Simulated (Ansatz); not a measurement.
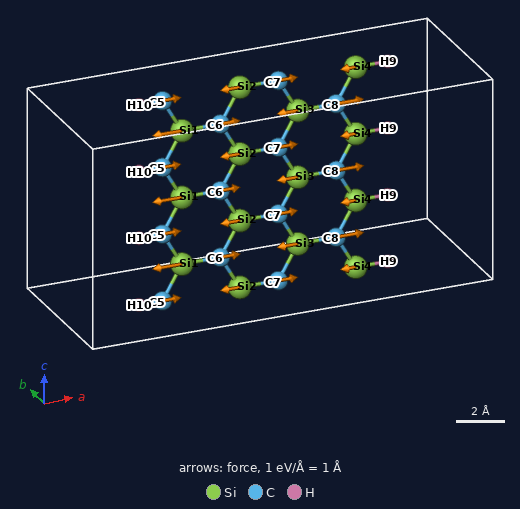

Starting geometry of a wire of composition Si2HC2 with the computed forces as orange arrows. The picture is a ball-and-stick view of the 3 repeat of the cell, with the vacuum cut short, seen from a free direction.

Case: zigzag ribbon, 4 formula units a period, edges capped with H.

The calculation used DFT PBE, scalar-relativistic, plane waves, PAW (Ansatz). Set-up: plane-wave cutoff 420 eV; k-point mesh 1 × 1 × 17; occupations gaussian; smearing width 0.05 eV; no spin polarisation; cell relaxed at fixed a, b, alpha, beta, gamma; force threshold 0.02 eV/Å; at most 45 steps.

Question: Is this structure relaxed? If not, where do the atoms go?

Answer: It isn't relaxed: the largest force vector, on Si1, is 1.39 eV/Å. The final displacements follow the starting forces only in part (cosine between the two patterns 0.67). The atom that moves furthest relative to the layer's centre is C5 (0.044 Å). By element the largest moves are C 0.044 Å, H 0.042 Å, Si 0.037 Å. Along the periodic axis the drawn cell goes c 9.290 → 9.336 Å (+0.5 %). Near-neighbour distances that change, for instance: Si3–C8 1.788 → 1.826 Å, Si1–C6 1.788 → 1.822 Å, Si1–C5 1.788 → 1.765 Å, Si2–C6 1.788 → 1.776 Å. Among the angles between lasting bonds that change: Si1–C5–Si1 120.0° → 123.6°, C5–Si1–C5 120.0° → 123.6°, C8–Si4–C8 120.0° → 123.0°. After 3 accepted moves (4 points after the start) the energy has fallen by 83.9 meV per cell of the calculation. The largest force component goes from 1.4 to 0.016 eV/Å. At 1 point the geometry stayed and the basis and grid were re-selected for the new cell (energy shift of 0.9 meV per cell of the calculation at most each time). Cost: 14 s on 4 threads of AMD EPYC 9R45 96-Core Processor (Zen 5), with other jobs on the host, peak memory 0.95 GiB.
